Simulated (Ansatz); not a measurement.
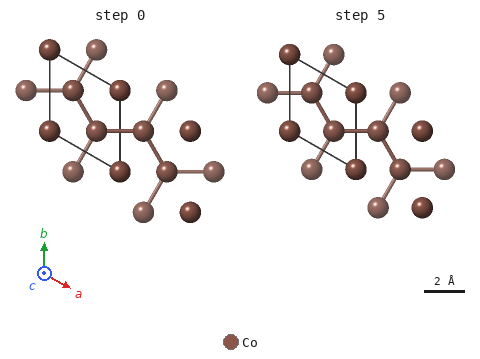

The structure of crystalline Co (built on the omega_191 type) (coarse preliminary run) before (left) and after (right) a relaxation, at one scale.

A ball-and-stick model of the cell of the calculation, repeated 2 × 1 × 1 with one cell outlined, seen along the c axis.

Case: omega type (P6/mmm, No. 191).

All numbers below come from DFT PBEsol, scalar-relativistic, plane waves, PAW (Ansatz).

Input
```yaml
crystal:
  lattice:
    - [4.1443119443, 0.0, 0.0]
    - [-2.0721559722, 3.589079425, 0.0]
    - [0.0, 0.0, 2.5406434094]
  atoms:
    - { symbol: Co, position: [0.0, 0.0, 0.0], spin: 1.96 }
    - { symbol: Co, position: [0.3333333333, 0.6666666667, 0.5], spin: 2.01 }
    - { symbol: Co, position: [0.6666666667, 0.3333333333, 0.5], spin: 2.01 }
basis:
  ecutwfc: 420
kpoints:
  mp_grid: { grid: [6, 6, 6] }
hamiltonian:
  xc: pbesol
scf:
  occupations: { method: gaussian, width: 0.1 }
  lower_state_search: "off"
output:
  forces: true
  stress: true
  eigenvalues: true
  populations: true
magnetization:
  spin_polarized: true
relax:
  adjacent_minimum: "off"
  f_tol: 0.04
  max_steps: 70
  cell: { stress_tol: 0.4 }
```

Summarise the run.

No atom moves by more than 0.005 Å relative to the cell. The drawn cell changes as follows: a = b 4.144 → 3.907 Å (−5.7 %), c 2.541 → 2.401 Å (−5.5 %); the volume changes by −16.0 %. Among the contacts that change: Co1–Co1 2.541 → 2.401 Å, Co2–Co3 2.393 → 2.256 Å. The space group stays P6/mmm (No. 191). The energy falls by 203 meV per atom in 4 accepted moves (5 points after the start). All forces vanish by symmetry, so only the cell relaxes. The pressure goes from −27.31 to −0.04 GPa. At 1 point the geometry stayed and the basis and grid were re-selected for the new cell (energy shift of 1.6 meV per atom at most each time). The run took about 40 core-seconds on a shared host.

Limits of the set-up: the k-point mesh is coarse for a cell with partly filled bands.
